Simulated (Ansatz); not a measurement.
# Run report: AlNi, geometry relaxation (part 2 of 2)

The same run, continued: AlNi (P1, 8 atoms in the cell); DFT r2SCAN, scalar-relativistic, plane waves, PAW, no spin polarisation (Ansatz 0.2.0); cutoff 500 eV, 8×8×8 k-mesh, Gaussian smearing of 0.15 eV. The structure derives from a Materials Project entry. It belongs to a series of runs on one base structure; here: all atoms moved at random, sigma 0.05 A a component; relaxed back.

Geometry of the input (Å; fractional positions):
```
0.0000  4.0443  2.8700
0.0000  -4.0443  2.8700
4.0448  0.0000  -2.8700
Al 0.0137  -0.0003  -0.0030
Al 0.4972  0.4841  -0.0058
Al 0.4952  -0.0093  0.5183
Al -0.0165  0.4937  0.4909
Ni 0.4913  0.4913  0.4931
Ni 0.0016  0.0023  0.4856
Ni 0.0068  0.5249  0.0127
Ni 0.5107  0.0132  0.0081
```

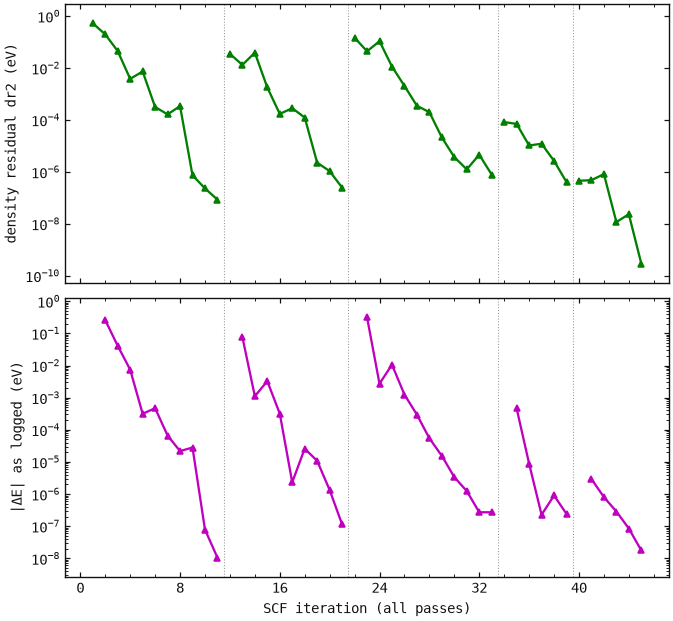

**Figure 1.** Convergence of the self-consistent field: density residual dr2 and size of the energy change against the SCF iteration. The dotted lines part the SCF passes of the relaxation: geometry steps, rejected trials and re-solves on a re-selected basis. The 5 passes take 6 to 12 iterations each, 45 in all.

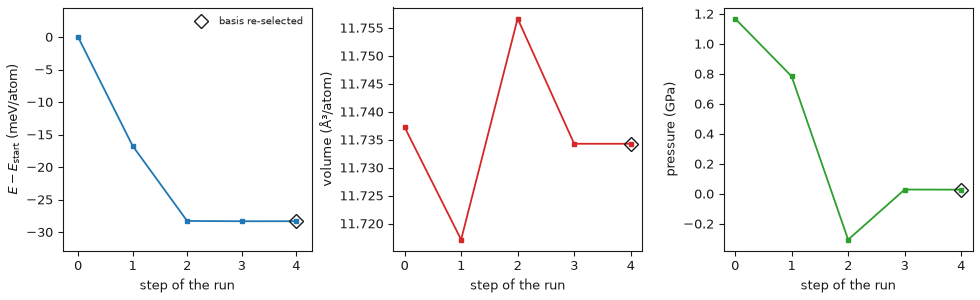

**Figure 2.** Progress of the relaxation, step by step (the first geometry is step 0 here and step 1 in the log).

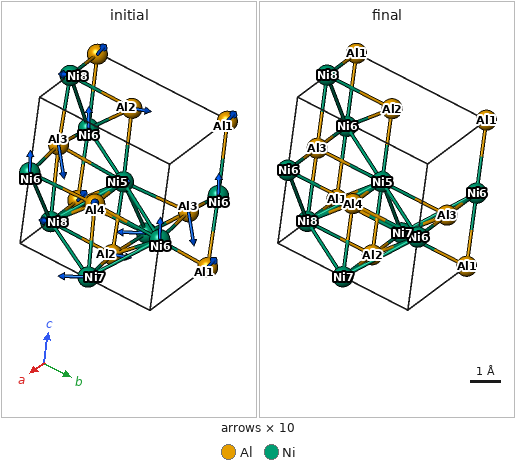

**Figure 3.** Before (left) and after (right) the relaxation, at one scale (ball-and-stick view of the cell of the calculation, seen slightly off an axis). The blue arrows give the displacements (without the part carried along by the change of the cell), magnified 10 times. After 3 geometry steps the energy has fallen by 28.3 meV per atom. Largest force component: 0.98 eV/Å at the start, 0.00017 eV/Å at the end. The pressure goes from 1.17 to 0.03 GPa. The largest move relative to the cell is that of Al3, 0.12 Å. By element the largest moves are Al 0.12 Å, Ni 0.10 Å. The drawn cell changes at constant volume: a = b stay at 4.959 Å, c 4.960 → 4.959 Å (0.0 %), β 109.6° → 109.5°, γ 109.3° → 109.5°. Among the contacts that change: Ni6–Ni7 2.733 → 2.863 Å, Al3–Ni8 2.595 → 2.479 Å, Al1–Ni7 2.592 → 2.480 Å, Al2–Ni8 2.579 → 2.479 Å. The space group (tolerance 0.01 Å) goes from P1 (No. 1) to Pm-3m (No. 221). A last SCF at the same geometry on a re-selected plane-wave basis shifts the energy by +0.0 meV per atom. (Atoms are counted from 1 in the order of the input.)

```
basis re-selected at this cell: Δ(F+E_penalty+E_count) = +1.218e-5 eV, ΔP = -0.001 GPa vs the last step (what re-selecting the basis moved, of the pressure what is left beyond the Pulay correction that the steps carried, after the strain that the cell walked since its last selection, with what the two solves' SCF thresholds leave and, on support functions, any second-order correction that the steps lacked; it is no measure of the basis error at this ecutwfc). This SCF's stress stands 3.52e-2 GPa from its target on what of the cell is left free (relax.cell.stress_tol is 1.00e-1 GPa) and its largest allowed force component is 1.66e-4 eV/Å (relax.f_tol is 1.00e-2 eV/Å): within both
SCF converged after 6 iterations
Free energy (F): -25548.222850 eV
Harris-Foulkes:  -25548.222850 eV  (|F-HF|=3.02e-10)
Internal energy: -25548.182581 eV  (E = F + TS)
E sigma→0 (E₀):  -25548.202715 eV
Entropy (-TS):   -0.040270 eV (-5.034 meV/atom)
Fermi energy:    14.153946 eV
--- Per-component energies (eV) ---
  E_band       = -1422.875383
  E_kinetic    = 1246.678309
  E_local      = -17715.903740  (includes V_loc(G=0)·N_el)
  E_nonlocal   = 2608.530713
  E_hartree    = 7642.181262
  E_xc         = -469.505865
  E_vxc        = -605.496577  (∫ρ·V_xc dr)
  E_paw        = -8483.617607  (= ΣΔE_a)
  E_vpaw       = -2282.801538  (= ΣTr[D̂ρ^β])
  E_aug_tail   = 0.000925  (compensation charges beyond the density's cutoff)
  E_vtau       = 41.752333  (kinetic-family band-sum trace: ∫τ·v_τ [+ j·A + Jᵃ·Aᵃ] dr)
  E_ewald      = -10375.105872
  E_core_change = -1.440707  (= ΣΔE_core)
  E_smearing   = -0.040270  (= −TS)
  E_closure    = 0.000000  (closes the sum)
  Σ components = -25548.222850   (vs F -25548.222850, Δ=0.00e0)
--- Forces (eV/Å), atoms counted from 1 ---
  atom   1  Al     0.00005371    -0.00000644    -0.00006405
  atom   2  Al     0.00003432    -0.00002733     0.00004636
  atom   3  Al    -0.00010527    -0.00004664     0.00004191
  atom   4  Al     0.00001269     0.00001671     0.00006218
  atom   5  Ni     0.00006271    -0.00003047     0.00010735
  atom   6  Ni     0.00016218    -0.00010034    -0.00007429
  atom   7  Ni    -0.00015804     0.00016594    -0.00007414
  atom   8  Ni    -0.00006229     0.00002783    -0.00004423
  max |Σ_I F_I| component: 1.08e-6 eV/Å
--- Stress (GPa, compression-positive) ---
        0.028568      -0.007124       0.000069
       -0.007124       0.027456       0.001089
        0.000069       0.001089       0.027069
  P = ⅓ Tr σ = 0.0277 GPa (0.277 kbar)
--- Band table (eV; the first three rows and the last of 260) ---
  k-point 0: bands = ["-92.8267", "-92.8234", "-92.8234", "-92.8234", "-51.7739", "-51.7739", "-51.7739", "-51.7739", "-51.7739", "-51.7739", "-51.7500", "-51.7500", "-51.7499", "-51.7457", "-51.7457", "-51.7457", "2.2789", "8.5749", "8.5754", "8.5757", "10.5696", "10.5698", "10.5699", "10.7223", "10.7225", "10.9799", "10.9803", "10.9803", "10.9809", "10.9811", "10.9814", "11.9584", "11.9586", "11.9587", "11.9589", "11.9591", "11.9592", "12.5347", "12.5349", "12.5351", "13.1260", "13.1263", "13.1265", "15.7727", "15.7735", "15.7741", "16.9826", "16.9834", "16.9840", "20.1110", "20.1135"]
  k-point 1: bands = ["-92.8266", "-92.8235", "-92.8234", "-92.8234", "-51.7739", "-51.7739", "-51.7730", "-51.7730", "-51.7728", "-51.7728", "-51.7509", "-51.7508", "-51.7498", "-51.7468", "-51.7468", "-51.7459", "2.4325", "8.2909", "8.5113", "8.5120", "9.9689", "10.1166", "10.1172", "10.7235", "10.7466", "10.9075", "10.9080", "10.9536", "11.1924", "11.1931", "11.4159", "11.9692", "11.9810", "12.1236", "12.1240", "12.1341", "12.1345", "12.4660", "12.4968", "12.5133", "13.2048", "13.2051", "13.2718", "16.0461", "16.0476", "16.1344", "17.1702", "17.1717", "17.4130", "19.1321", "19.5286"]
  k-point 2: bands = ["-92.8262", "-92.8238", "-92.8234", "-92.8234", "-51.7740", "-51.7739", "-51.7706", "-51.7704", "-51.7698", "-51.7698", "-51.7536", "-51.7534", "-51.7499", "-51.7498", "-51.7493", "-51.7463", "2.8893", "7.2274", "8.3677", "8.3682", "9.5418", "9.5423", "9.8719", "10.7288", "10.7986", "10.8040", "10.8044", "10.8912", "11.4011", "11.4014", "11.6300", "12.0026", "12.0441", "12.2239", "12.2241", "12.2613", "12.3982", "12.4517", "12.4643", "12.4645", "13.4040", "13.4042", "13.6908", "16.4590", "16.9389", "16.9409", "17.6751", "17.7580", "17.7597", "18.5125", "19.0413"]
  k-point 259: bands = ["-92.8250", "-92.8250", "-92.8250", "-92.8217", "-51.7766", "-51.7766", "-51.7766", "-51.7716", "-51.7716", "-51.7716", "-51.7479", "-51.7479", "-51.7479", "-51.7479", "-51.7479", "-51.7479", "6.8226", "6.8234", "6.8244", "6.8644", "6.8646", "6.8650", "9.7666", "9.7667", "9.7667", "11.2531", "11.2532", "11.2533", "11.7822", "11.7822", "11.7826", "11.7826", "11.7831", "11.7831", "12.6287", "12.6289", "12.6290", "13.1578", "13.1583", "13.5204", "13.5209", "13.5216", "16.1517", "16.1519", "16.1521", "18.7851", "18.8979", "18.8988", "18.8995", "22.5970", "22.7903"]
--- Relaxed structure (4 steps of the walk, 4 accepted, 1 SCFs on fresh bases) ---
  F+E_penalty+E_count = -25548.22285029 eV   max|allowed force component| = 1.660e-4 eV/Å   (the final SCF, on the basis selected at the relaxed cell)
  cell:  # Å, volume = 93.8741 Å³
    - [0.00030209277904356263, 4.048944727419492, 2.8630494387472623]
    - [-0.00030366577271444283, -4.048969728356997, 2.86308466925129]
    - [4.048940003720518, 0.000315412732772757, -2.863068162425623]
  atoms:
    - { symbol: Al, position: [-1.2432494399673511e-6, 1.4049540005667532e-6, -6.894458040097701e-6] }
    - { symbol: Al, position: [0.4999955095145528, 0.4999966613599236, -2.5513769304023853e-6] }
    - { symbol: Al, position: [0.5000066714707387, 1.2447472384504462e-6, 0.5000071705175854] }
    - { symbol: Al, position: [-1.450168181534214e-6, 0.49999896475326056, 0.5000023620331111] }
    - { symbol: Ni, position: [0.49999490237681576, 0.4999932069314864, 0.49999686563989265] }
    - { symbol: Ni, position: [9.321160823194674e-7, -5.011929014558936e-6, 0.4999890805294796] }
    - { symbol: Ni, position: [2.9056221654832903e-6, 0.5000117807569116, 9.481169461380681e-6] }
    - { symbol: Ni, position: [0.500001772317266, 1.748626192954461e-6, 4.485845439918704e-6] }
```

### Trajectory as extended XYZ (Å, eV, eV/Å), 5 frames, from step=1 to step=5
```
8
Lattice="0.0000 4.0443 2.8700 0.0000 -4.0443 2.8700 4.0448 0.0000 -2.8700" Properties=species:S:1:pos:R:3:forces:R:3 step=1 energy=-25547.99623 pressure_GPa=1.17
Al   -0.0120    0.0569    0.0470   -0.2267  -0.7097  -0.1240
Al   -0.0234    0.0529    2.8331    0.1095  -0.8678   0.4208
Al    2.0963    2.0405   -0.0928   -0.4677   0.1300   0.9759
Al    1.9855   -2.0635   -0.0392    0.5518   0.3049   0.3292
Ni    1.9946   -0.0002    1.4048    0.3017   0.0172  -0.0017
Ni    1.9643   -0.0032   -1.3826    0.1812  -0.1822  -0.4453
Ni    0.0515   -2.0954    1.4892   -0.4219   0.7330  -0.3799
Ni    0.0327    2.0120    1.4805   -0.0280   0.5747  -0.7751
8
Lattice="-0.0013 4.0443 2.8666 0.0014 -4.0427 2.8644 4.0450 -0.0021 -2.8654" Properties=species:S:1:pos:R:3:forces:R:3 step=2 energy=-25548.13009 pressure_GPa=0.78
Al   -0.0076    0.0359    0.0260   -0.1631  -0.4578  -0.0313
Al   -0.0155    0.0251    2.8446    0.0707  -0.4849   0.2445
Al    2.0672    2.0402   -0.0565   -0.2646   0.0261   0.6197
Al    2.0025   -2.0424   -0.0324    0.3354   0.1343   0.2679
Ni    2.0031    0.0007    1.4135    0.1898   0.0260  -0.0102
Ni    1.9830    0.0016   -1.3955    0.1470  -0.0922  -0.3251
Ni    0.0370   -2.0723    1.4655   -0.2747   0.4848  -0.2678
Ni    0.0206    2.0100    1.4660   -0.0405   0.3637  -0.4976
8
Lattice="0.0044 4.0520 2.8650 -0.0043 -4.0512 2.8639 4.0520 0.0040 -2.8645" Properties=species:S:1:pos:R:3:forces:R:3 step=3 energy=-25548.22252 pressure_GPa=-0.31
Al   -0.0005    0.0002    0.0006    0.0002  -0.0042  -0.0016
Al   -0.0003    0.0004    2.8641    0.0016  -0.0040   0.0030
Al    2.0292    2.0286   -0.0002   -0.0049  -0.0016   0.0065
Al    2.0237   -2.0239   -0.0008    0.0036   0.0019   0.0037
Ni    2.0257    0.0025    1.4317    0.0023  -0.0001   0.0013
Ni    2.0250    0.0024   -1.4316    0.0031  -0.0022  -0.0034
Ni   -0.0012   -2.0266    1.4326   -0.0048   0.0066  -0.0039
Ni    0.0026    2.0259    1.4328   -0.0011   0.0034  -0.0055
8
Lattice="0.0003 4.0489 2.8630 -0.0003 -4.0490 2.8631 4.0489 0.0003 -2.8631" Properties=species:S:1:pos:R:3:forces:R:3 step=4 energy=-25548.22286 pressure_GPa=0.03
Al    0.0000    0.0000    0.0000   -0.0002  -0.0001   0.0000
Al    0.0000    0.0000    2.8631    0.0000  -0.0002   0.0000
Al    2.0246    2.0247    0.0000    0.0000   0.0002   0.0002
Al    2.0243   -2.0243    0.0000    0.0002   0.0001   0.0000
Ni    2.0245    0.0002    1.4315    0.0002  -0.0001   0.0002
Ni    2.0244    0.0002   -1.4315    0.0003  -0.0003  -0.0002
Ni   -0.0001   -2.0245    1.4316   -0.0004   0.0004   0.0000
Ni    0.0002    2.0245    1.4315   -0.0001   0.0002  -0.0001
8
Lattice="0.0003 4.0489 2.8630 -0.0003 -4.0490 2.8631 4.0489 0.0003 -2.8631" Properties=species:S:1:pos:R:3:forces:R:3 step=5 energy=-25548.22285 pressure_GPa=0.03
Al    0.0000    0.0000    0.0000    0.0001   0.0000  -0.0001
Al    0.0000    0.0000    2.8631    0.0000   0.0000   0.0000
Al    2.0246    2.0247    0.0000   -0.0001   0.0000   0.0000
Al    2.0243   -2.0243    0.0000    0.0000   0.0000   0.0001
Ni    2.0245    0.0002    1.4315    0.0001   0.0000   0.0001
Ni    2.0244    0.0002   -1.4315    0.0002  -0.0001  -0.0001
Ni   -0.0001   -2.0245    1.4316   -0.0002   0.0002  -0.0001
Ni    0.0002    2.0245    1.4315   -0.0001   0.0000   0.0000
```

### Key numbers

```tsv
quantity	value
outcome	converged
space group (tolerance 0.01 Å)	P1 (1) → Pm-3m (221)
electrons treated	84
free energy	−25548.2229 eV
Fermi energy	14.154 eV
gap on the k-point mesh	none (metallic)
pressure	0.03 GPa
final volume	93.87 Å³
largest force (length of the vector) at the end	under 0.001 eV/Å
final cell	a = 4.959 Å, b = 4.959 Å, c = 4.959 Å, α = 109.48°, β = 109.47°, γ = 109.47°
wall time	11 min (CPU time 22 min)
peak memory	1.5 GiB
```

### Notes

The run has no spin polarisation, so a magnetic state may lie lower.
